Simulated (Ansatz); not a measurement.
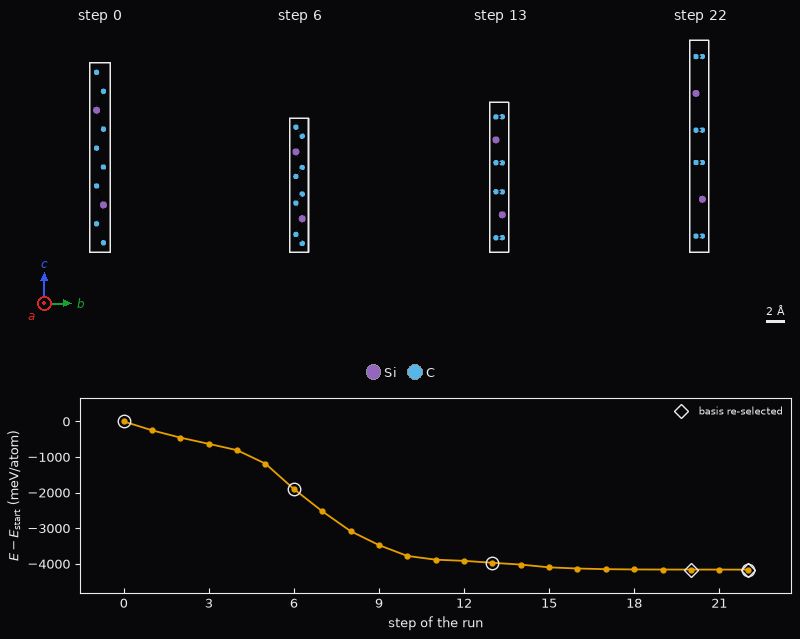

Frames of a relaxation of a crystal of SiC$_{4}$ (a generated structure, set up in P6_3/mmc) (coarse preliminary run), marked on the history of the run. A ball-and-stick model of the cell of the calculation, seen along the a axis.

Computed with DFT PBE, scalar-relativistic, plane waves, PAW (Ansatz 0.2.0).

The input:
```yaml
crystal:
  lattice:
    - [2.68823481, 0.0, 0.0]
    - [-1.34411741, 2.32807964, 0.0]
    - [0.0, 0.0, 21.23617966]
  atoms:
    - { symbol: Si, position: [0.33333333, 0.66666667, 0.25] }
    - { symbol: Si, position: [0.66666667, 0.33333333, 0.75] }
    - { symbol: C, position: [0.33333333, 0.66666667, 0.85] }
    - { symbol: C, position: [0.33333333, 0.66666667, 0.05] }
    - { symbol: C, position: [0.33333333, 0.66666667, 0.45] }
    - { symbol: C, position: [0.33333333, 0.66666667, 0.65] }
    - { symbol: C, position: [0.66666667, 0.33333333, 0.95] }
    - { symbol: C, position: [0.66666667, 0.33333333, 0.15] }
    - { symbol: C, position: [0.66666667, 0.33333333, 0.35] }
    - { symbol: C, position: [0.66666667, 0.33333333, 0.55] }
basis:
  ecutwfc: 420
kpoints:
  mp_grid: { grid: [6, 6, 1] }
hamiltonian:
  xc: pbe
scf:
  occupations: { method: gaussian, width: 0.1 }
  lower_state_search: "off"
output:
  forces: true
  stress: true
  eigenvalues: true
relax:
  adjacent_minimum: "off"
  f_tol: 0.04
  max_steps: 70
  cell: { stress_tol: 0.4 }
```

Run as
```bash
ansatz run input.yaml --threads 1 --pin off --max-ram 2560MiB --backend cpu --events-out ev --progress --plain --runs-dir out
```

**What happens along the run?**

The largest moves relative to the cell, 1.75 Å, are those of C3, C6, C8 and C9. C3 goes along +c. Si stays in place. The volume changes by −5.5 %, with a = b 2.688 → 2.471 Å (−8.1 %), c 21.236 → 23.764 Å (+11.9 %). Near-neighbour distances that change, for instance: Si1–C8 2.630 → 4.366 Å, C3–C7 2.630 → 1.427 Å, Si1–Si1 2.688 → 2.471 Å. New bonds form: C3–C7 (2.63 → 1.43 Å), C4–C8 (2.63 → 1.43 Å), C5–C9 (2.63 → 1.43 Å), C6–C10 (2.63 → 1.43 Å). The space group stays P6_3/mmc (No. 194). After 20 accepted moves (22 points after the start) the energy has fallen by 4161 meV per atom. The largest force component goes from 0.067 to 0.0018 eV/Å. Pressure: −24.61 GPa at the start and 0.13 GPa at the end. The SCF was repeated twice at an unchanged geometry on a basis and grid sized afresh for the cell, which shifted the energy by 1.3 meV per atom at most. From step 0 to 6: C atoms move most (0.26 Å), volume −41.4 %, energy −1898 meV per atom. From step 6 to 13: C atoms move most (0.61 Å), volume +12.6 %, energy −2071 meV per atom. From step 13 to 22: C atoms move most (0.50 Å), volume +43.2 %, energy −192 meV per atom.

```tsv
step	E − E(0), meV/atom	largest force component, eV/Å	pressure, GPa	volume, Å³/atom	note
0	0.00	0.0669	-24.61	13.291	
1	-249.38	0.3720	-24.07	11.723	
2	-454.50	0.6607	-21.64	10.548	
3	-628.68	1.2964	-16.56	9.629	
4	-807.29	2.1032	-9.51	8.888	
5	-1185.82	5.7069	-7.35	8.235	
6	-1897.54	6.9381	-7.20	7.792	
7	-2521.43	6.8487	1.94	7.303	
8	-3079.91	5.0215	20.89	6.990	
9	-3472.03	3.5214	17.34	7.274	
10	-3775.79	1.7313	9.51	7.826	
11	-3881.51	0.9021	-0.11	8.434	
12	-3914.39	0.2647	11.23	8.432	
13	-3968.87	0.5929	15.46	8.772	
14	-4018.83	0.9472	22.09	8.988	
15	-4096.78	0.3823	9.79	9.727	
16	-4129.55	0.1791	3.34	10.410	
17	-4147.95	0.0894	2.32	10.973	
18	-4156.04	0.0294	0.86	11.567	
19	-4158.30	0.0062	0.09	12.143	
20	-4159.16	0.0061	0.20	12.143	same geometry, new basis
21	-4159.44	0.0015	0.01	12.565	
22	-4160.70	0.0018	0.13	12.565	same geometry, new basis
```

Limits of the set-up: the k-point mesh is coarse for a cell with partly filled bands.
